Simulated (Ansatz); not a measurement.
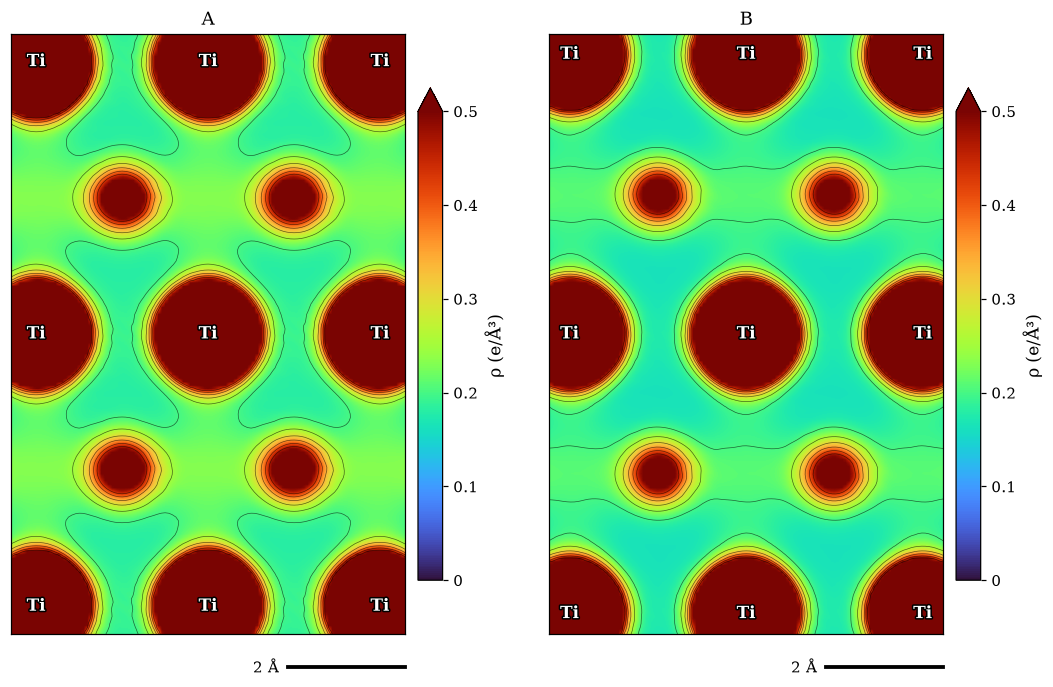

Ti. The valence charge density (pseudo) of two cells that differ in size, on the (101̄) plane of each (indices in the axes of the calculation cell), at one length scale and on one colour scale: B has 18.6 Å³ an atom and A 17.2.

Level of theory: DFT, RPBE, plane waves (420 eV) with PAW, scalar-relativistic (Ansatz 0.2.0).

Core electrons are frozen (PAW), and the valence fields are smoothed inside the atomic spheres.

The larger cell:

```
Ti
1.0
    -2.02301    1.65979    1.48091
     1.65979   -2.02301    1.48091
     3.68105    3.68105   -2.14615
Ti
2
Direct
  0.95846 0.04154 0.00000
  0.79154 0.20846 0.50000
```

The smaller cell: a = 2.928 Å, b = 2.928 Å, c = 5.483 Å, α = 105.47°, β = 105.47°, γ = 120.02°.

What changes from the larger cell to the smaller?

From the larger cell to the smaller, Ti–Ti goes from 3.01 to 2.93 Å, and the density at its midpoint from 0.17 to 0.19 e/Å³; the pressure goes from −3.8 to 4.6 GPa.
